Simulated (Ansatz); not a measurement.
# SnO$_{2}$: geometry relaxation (part 2 of 2)

Continued. System: SnO$_{2}$ (P4₂/mnm, 6 atoms in the cell). Method: DFT PBE+D3(BJ), scalar-relativistic, plane waves, PAW, no spin polarisation (Ansatz 0.2.0); cutoff 420 eV, 6×6×8 k-mesh, Gaussian smearing of 0.02 eV. The structure derives from an entry of the Crystallography Open Database.

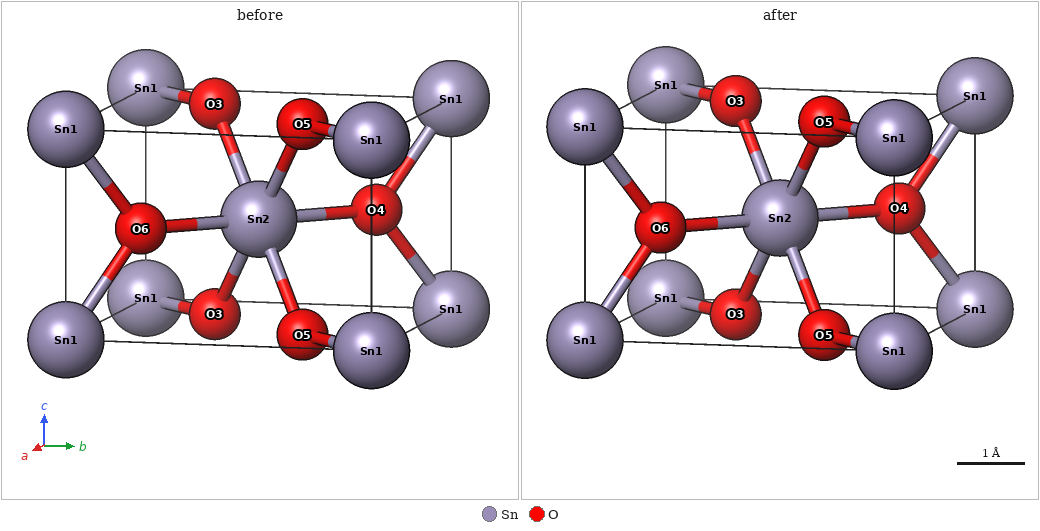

Before (left) and after (right) the relaxation, at one scale (ball-and-stick view of the cell of the calculation, seen slightly off an axis). The largest moves relative to the cell, 0.004 Å, are those of O3, O4, O5 and O6. Sn stays in place. The volume changes by +3.8 %, with a = b 4.737 → 4.793 Å (+1.2 %), c 3.186 → 3.230 Å (+1.4 %). Among the contacts that change: Sn1–O3 2.048 → 2.076 Å, Sn1–O4 2.058 → 2.082 Å. The space group stays P4_2/mnm (No. 136). Over 5 geometry steps the energy falls by 62.6 meV per cell of the calculation. Largest force component: 0.029 eV/Å at the start, 0.00019 eV/Å at the end. Pressure: 7.70 GPa at the start and 0.01 GPa at the end. The basis was re-selected once at an unchanged geometry, which shifts the energy a little without any move. The energy change given includes the shifts at the re-selections in mid-walk, which come without any move. A last SCF at the same geometry on a re-selected plane-wave basis shifts the energy by −0.5 meV per cell of the calculation. (Atoms are counted from 1 in the order of the input.)

```
basis re-selected at this cell: Δ(F+E_penalty+E_count) = -4.598e-4 eV, ΔP = +0.006 GPa vs the last step (what re-selecting the basis moved, of the pressure what is left beyond the Pulay correction that the steps carried, after the strain that the cell walked since its last selection, with what the two solves' SCF thresholds leave and, on support functions, any second-order correction that the steps lacked; it is no measure of the basis error at this ecutwfc). This SCF's stress stands 1.99e-2 GPa from its target on what of the cell is left free (relax.cell.stress_tol is 5.00e-2 GPa) and its largest allowed force component is 1.89e-4 eV/Å (relax.f_tol is 5.00e-3 eV/Å): within both
SCF converged after 5 iterations
Free energy (F): -14319.247844 eV
Harris-Foulkes:  -14319.247844 eV  (|F-HF|=1.82e-11)
Internal energy: -14319.247844 eV  (E = F + TS)
E sigma→0 (E₀):  -14319.247844 eV
Fermi energy:    9.404824 eV
--- Per-component energies (eV) ---
  E_band       = -142.262472
  E_kinetic    = 1080.055072
  E_local      = -2926.858620  (includes V_loc(G=0)·N_el)
  E_nonlocal   = 134.131277
  E_hartree    = 1511.397232
  E_xc         = -1053.719436
  E_vxc        = -562.334281  (∫ρ·V_xc dr)
  E_paw        = -8928.968831  (= ΣΔE_a)
  E_vpaw       = -890.060320  (= ΣTr[D̂ρ^β])
  E_aug_tail   = 0.009948  (compensation charges beyond the density's cutoff)
  E_ewald      = -4134.004591
  E_disp       = -1.289894  (pairwise vdW)
  E_smearing   = -0.000000  (= −TS)
  E_closure    = -0.000000  (closes the sum)
  Σ components = -14319.247844   (vs F -14319.247844, Δ=0.00e0)
--- Forces (eV/Å), atoms counted from 1 ---
  atom   1  Sn     0.00000000    -0.00000000     0.00000000
  atom   2  Sn     0.00000000     0.00000000     0.00000000
  atom   3  O      0.00018911     0.00018911     0.00000000
  atom   4  O     -0.00018911     0.00018911     0.00000000
  atom   5  O     -0.00018911    -0.00018911     0.00000000
  atom   6  O      0.00018911    -0.00018911     0.00000000
  max |Σ_I F_I| component: 0.00e0 eV/Å
--- Stress (GPa, compression-positive) ---
        0.019857       0.000000       0.000000
        0.000000       0.019857       0.000000
        0.000000       0.000000       0.005133
  P = ⅓ Tr σ = 0.0149 GPa (0.149 kbar)
--- Band table (eV; the first three rows and the last of 50) ---
  k-point 0: bands = ["-12.0757", "-11.3705", "-11.1619", "-11.1359", "-11.1359", "-11.0669", "-11.0290", "-10.9541", "-10.9223", "-10.9223", "-9.7545", "-7.9997", "-7.9997", "-6.3782", "0.9676", "5.0480", "5.0480", "5.1458", "6.0192", "7.0098", "7.0436", "7.7323", "7.7323", "8.2412", "8.2412", "8.9862", "9.8235", "14.8191", "15.1222", "15.1222", "19.2052", "19.2875"]
  k-point 1: bands = ["-12.0088", "-11.2982", "-11.2622", "-11.2622", "-11.1370", "-11.0778", "-11.0237", "-10.9546", "-10.9399", "-10.9399", "-9.6686", "-7.7862", "-7.7862", "-6.4868", "0.9650", "5.0168", "5.1833", "5.1833", "5.9940", "6.1189", "6.9153", "7.1910", "7.1910", "8.2651", "8.2651", "8.8634", "10.8193", "15.1056", "15.7517", "15.7517", "18.2419", "20.2241"]
  k-point 2: bands = ["-11.8335", "-11.5271", "-11.5271", "-11.1901", "-11.0705", "-11.0672", "-11.0097", "-10.9740", "-10.9740", "-10.9569", "-9.3797", "-7.3076", "-7.3076", "-6.8271", "1.0112", "4.4119", "4.8412", "5.5041", "5.5041", "6.2252", "6.2252", "6.4094", "6.4667", "8.1670", "8.1670", "8.5166", "12.4111", "15.5145", "17.1442", "17.1442", "17.6354", "20.4660"]
  k-point 49: bands = ["-11.8446", "-11.8446", "-11.4232", "-11.4232", "-11.0203", "-11.0203", "-10.9697", "-10.9697", "-10.9296", "-10.9296", "-7.9695", "-7.9695", "-6.7446", "-6.7446", "1.1738", "1.1738", "4.1446", "4.1446", "6.4594", "6.4594", "6.5904", "6.5904", "8.0635", "8.0635", "8.1955", "8.1955", "13.4944", "13.4944", "17.7171", "17.7171", "19.6761", "19.6761"]
--- Relaxed structure (6 steps of the walk, 6 accepted, 2 SCFs on fresh bases) ---
  F+E_penalty+E_count = -14319.24784407 eV   max|allowed force component| = 1.891e-4 eV/Å   (the final SCF, on the basis selected at the relaxed cell)
  cell:  # Å, volume = 74.2152 Å³
    - [4.7933846297061615, -1.717284468915663e-35, 0.0]
    - [-1.717284468915663e-35, 4.7933846297061615, 0.0]
    - [0.0, 0.0, 3.230044926210983]
  atoms:
    - { symbol: Sn, position: [-7.628752871580834e-21, 1.6211099852109358e-20, 0.0] }
    - { symbol: Sn, position: [0.5, 0.5, 0.5] }
    - { symbol: O, position: [0.30621056246844536, 0.30621056246844536, 0.0] }
    - { symbol: O, position: [0.19378943753155464, 0.8062105624684455, 0.5] }
    - { symbol: O, position: [0.6937894375315548, 0.6937894375315548, 0.0] }
    - { symbol: O, position: [0.8062105624684455, 0.19378943753155464, 0.5] }
```

## Trajectory as extended XYZ (Å, eV, eV/Å), 8 frames, from step=1 to step=8
```
6
Lattice="4.7374 0.0000 0.0000 0.0000 4.7374 0.0000 0.0000 0.0000 3.1864" Properties=species:S:1:pos:R:3:forces:R:3 step=1 energy=-14319.18482 pressure_GPa=7.70
Sn    0.0000    0.0000    0.0000    0.0000   0.0000   0.0000
Sn    2.3687    2.3687    1.5932    0.0000   0.0000   0.0000
O     1.4478    1.4478    0.0000   -0.0289  -0.0289   0.0000
O     0.9208    3.8165    1.5932    0.0289  -0.0289   0.0000
O     3.2895    3.2895    0.0000    0.0289   0.0289   0.0000
O     3.8165    0.9208    1.5932   -0.0289   0.0289   0.0000
6
Lattice="4.7833 0.0000 0.0000 0.0000 4.7833 0.0000 0.0000 0.0000 3.2330" Properties=species:S:1:pos:R:3:forces:R:3 step=2 energy=-14319.23236 pressure_GPa=0.26
Sn    0.0000    0.0000    0.0000    0.0000   0.0000   0.0000
Sn    2.3917    2.3917    1.6165    0.0000   0.0000   0.0000
O     1.4651    1.4651    0.0000   -0.0105  -0.0105   0.0000
O     0.9265    3.8568    1.6165    0.0105  -0.0105   0.0000
O     3.3182    3.3182    0.0000    0.0105   0.0105   0.0000
O     3.8568    0.9265    1.6165   -0.0105   0.0105   0.0000
6
Lattice="4.7919 0.0000 0.0000 0.0000 4.7919 0.0000 0.0000 0.0000 3.2271" Properties=species:S:1:pos:R:3:forces:R:3 step=3 energy=-14319.23185 pressure_GPa=-0.04
Sn    0.0000    0.0000    0.0000    0.0000   0.0000   0.0000
Sn    2.3960    2.3960    1.6135    0.0000   0.0000   0.0000
O     1.4660    1.4660    0.0000    0.0238   0.0238   0.0000
O     0.9300    3.8620    1.6135   -0.0238   0.0238   0.0000
O     3.3259    3.3259    0.0000   -0.0238  -0.0238   0.0000
O     3.8620    0.9300    1.6135    0.0238  -0.0238   0.0000
6
Lattice="4.7894 0.0000 0.0000 0.0000 4.7894 0.0000 0.0000 0.0000 3.2297" Properties=species:S:1:pos:R:3:forces:R:3 step=4 energy=-14319.23208 pressure_GPa=-0.00
Sn    0.0000    0.0000    0.0000    0.0000   0.0000   0.0000
Sn    2.3947    2.3947    1.6148    0.0000   0.0000   0.0000
O     1.4662    1.4662    0.0000    0.0054   0.0054   0.0000
O     0.9285    3.8609    1.6148   -0.0054   0.0054   0.0000
O     3.3232    3.3232    0.0000   -0.0054  -0.0054   0.0000
O     3.8609    0.9285    1.6148    0.0054  -0.0054   0.0000
6
Lattice="4.7899 0.0000 0.0000 0.0000 4.7899 0.0000 0.0000 0.0000 3.2293" Properties=species:S:1:pos:R:3:forces:R:3 step=5 energy=-14319.23206 pressure_GPa=-0.00
Sn    0.0000    0.0000    0.0000    0.0000   0.0000   0.0000
Sn    2.3949    2.3949    1.6146    0.0000   0.0000   0.0000
O     1.4665    1.4665    0.0000    0.0008   0.0008   0.0000
O     0.9284    3.8615    1.6146   -0.0008   0.0008   0.0000
O     3.3234    3.3234    0.0000   -0.0008  -0.0008   0.0000
O     3.8615    0.9284    1.6146    0.0008  -0.0008   0.0000
6
Lattice="4.7899 0.0000 0.0000 0.0000 4.7899 0.0000 0.0000 0.0000 3.2293" Properties=species:S:1:pos:R:3:forces:R:3 step=6 energy=-14319.24790 pressure_GPa=0.31
Sn    0.0000    0.0000    0.0000    0.0000   0.0000   0.0000
Sn    2.3949    2.3949    1.6146    0.0000   0.0000   0.0000
O     1.4665    1.4665    0.0000    0.0011   0.0011   0.0000
O     0.9284    3.8615    1.6146   -0.0011   0.0011   0.0000
O     3.3234    3.3234    0.0000   -0.0011  -0.0011   0.0000
O     3.8615    0.9284    1.6146    0.0011  -0.0011   0.0000
6
Lattice="4.7934 0.0000 0.0000 0.0000 4.7934 0.0000 0.0000 0.0000 3.2300" Properties=species:S:1:pos:R:3:forces:R:3 step=7 energy=-14319.24738 pressure_GPa=0.01
Sn    0.0000    0.0000    0.0000    0.0000   0.0000   0.0000
Sn    2.3967    2.3967    1.6150    0.0000   0.0000   0.0000
O     1.4678    1.4678    0.0000    0.0001   0.0001   0.0000
O     0.9289    3.8645    1.6150   -0.0001   0.0001   0.0000
O     3.3256    3.3256    0.0000   -0.0001  -0.0001   0.0000
O     3.8645    0.9289    1.6150    0.0001  -0.0001   0.0000
6
Lattice="4.7934 0.0000 0.0000 0.0000 4.7934 0.0000 0.0000 0.0000 3.2300" Properties=species:S:1:pos:R:3:forces:R:3 step=8 energy=-14319.24784 pressure_GPa=0.01
Sn    0.0000    0.0000    0.0000    0.0000   0.0000   0.0000
Sn    2.3967    2.3967    1.6150    0.0000   0.0000   0.0000
O     1.4678    1.4678    0.0000    0.0002   0.0002   0.0000
O     0.9289    3.8645    1.6150   -0.0002   0.0002   0.0000
O     3.3256    3.3256    0.0000   -0.0002  -0.0002   0.0000
O     3.8645    0.9289    1.6150    0.0002  -0.0002   0.0000
```

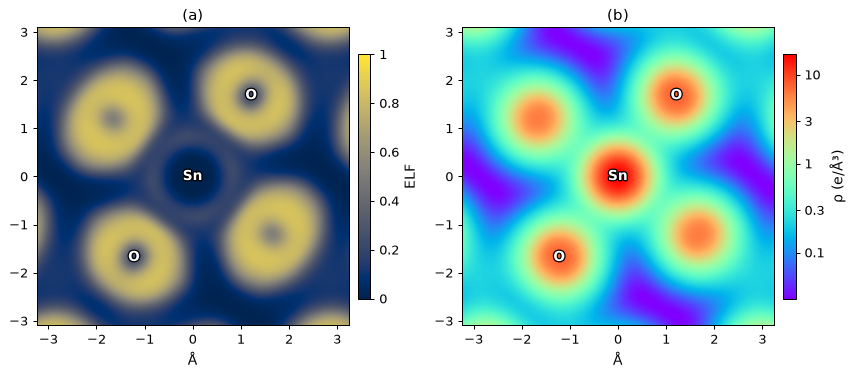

(a) ELF; (b) valence electron density on the (111) plane of the conventional cell. Atoms in the plane: Sn and O. Sn–O (2.08 Å): ρ at the midpoint is about 0.64 e/Å³; the ELF is about 0.25 at the midpoint. Away from the nuclei the density in this plane falls to 0.03 e/Å³ at its lowest. In a PAW calculation such maps are meaningful between the atoms, not at the nuclei.

The run was set up as follows.

## Input
```yaml
crystal:
  lattice:
    - [4.73735, 0.0, 0.0]
    - [0.0, 4.73735, 0.0]
    - [0.0, 0.0, 3.1864]
  atoms:
    - { symbol: Sn, position: [0.0, 0.0, 0.0] }
    - { symbol: Sn, position: [0.5, 0.5, 0.5] }
    - { symbol: O, position: [0.30562, 0.30562, 0.0] }
    - { symbol: O, position: [0.19438, 0.80562, 0.5] }
    - { symbol: O, position: [0.69438, 0.69438, 0.0] }
    - { symbol: O, position: [0.80562, 0.19438, 0.5] }
basis:
  ecutwfc: 420
kpoints:
  mp_grid: { grid: [6, 6, 8] }
hamiltonian:
  xc: pbe
  dispersion: d3bj
scf:
  occupations: { method: gaussian, width: 0.02 }
output:
  forces: true
  stress: true
  eigenvalues: true
  write_density: true
  write_potential: true
  elf: true
  volumetric_format: npy
relax:
  adjacent_minimum: "off"
  f_tol: 0.005
  max_steps: 80
  cell: { stress_tol: 0.05 }
```

Command:
```bash
ansatz run input.yaml --threads 4 --pin off --max-ram 10240MiB --backend cpu --events-out ev --progress --plain --runs-dir out
```

## Key numbers

| quantity | value |
| --- | --- |
| outcome | converged |
| space group (tolerance 0.01 Å) | P4₂/mnm (136) |
| electrons treated | 52 |
| free energy | −14319.2478 eV |
| Fermi energy | 9.405 eV |
| gap on the k-point mesh | 0.84 eV |
| pressure | 0.01 GPa |
| final volume | 74.22 Å³ |
| largest force (length of the vector) at the end | under 0.001 eV/Å |
| final cell | a = 4.793 Å, b = 4.793 Å, c = 3.230 Å, α = 90.00°, β = 90.00°, γ = 90.00° |
| hardware | 4 threads of Arm Neoverse V1, 24 GiB of memory available, shared host |
| wall time | 16 s (CPU time 59 s) |
| peak memory | 0.45 GiB |
